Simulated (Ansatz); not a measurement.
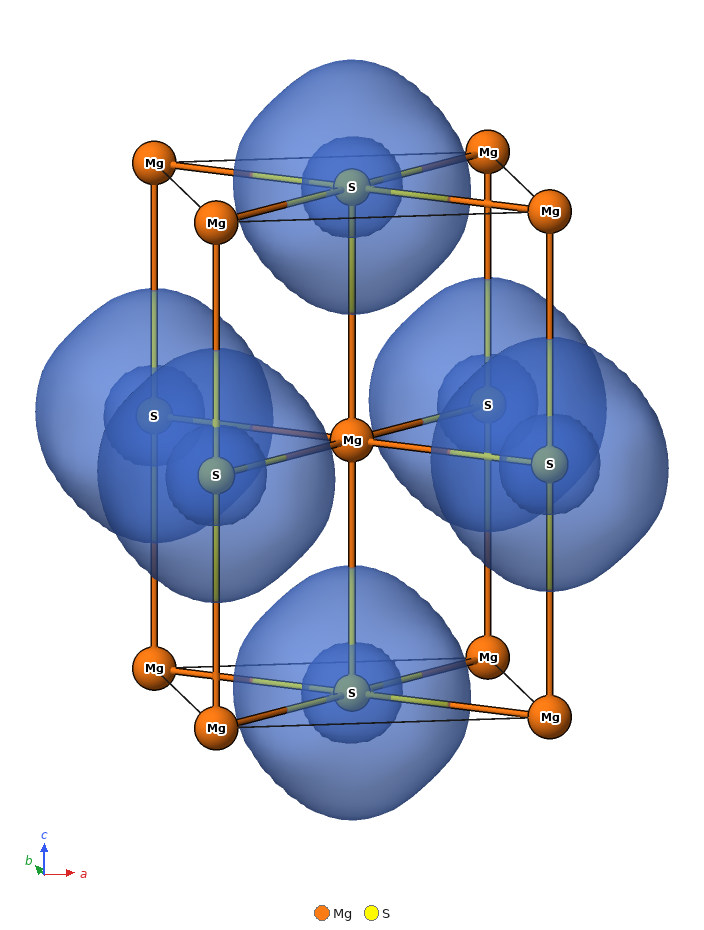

Figure. MgS. Isosurface of the ELF at 0.7 (blue), seen slightly off an axis. Only the valence region is drawn (cores and ρ < 0.01 e/Å³ removed). Sticks mark near contacts.

Space group I4/mmm; a structure from a database of computed crystals, not necessarily the ambient phase; changed on purpose from its base cell (uniaxial strain along c, a, b and atoms relaxed: +6.0 %).

Method: Ansatz 0.2.0, DFT PBEsol, scalar-relativistic, plane waves, PAW.

Core electrons are frozen (PAW), and the valence fields are smoothed inside the atomic spheres.

**Identify the bonds, lone pairs and shells in this picture.**

At this value the surface marks out two regions wrapped around S (the valence shell of each), counted in one cell of 4 atoms. Regions shared between cells count once. Profiles from the grid: Mg–S (2.56 Å): the ELF peaks at about 0.90 in the valence shell of S, 0.9 Å from its nucleus, and falls to about 0.05 next to Mg (an ionic contact with no shared pair). Mg–S (2.75 Å): the ELF peaks at about 0.90 in the valence shell of S, 0.9 Å from its nucleus, and falls to about 0 next to Mg: an ionic contact with no shared pair.
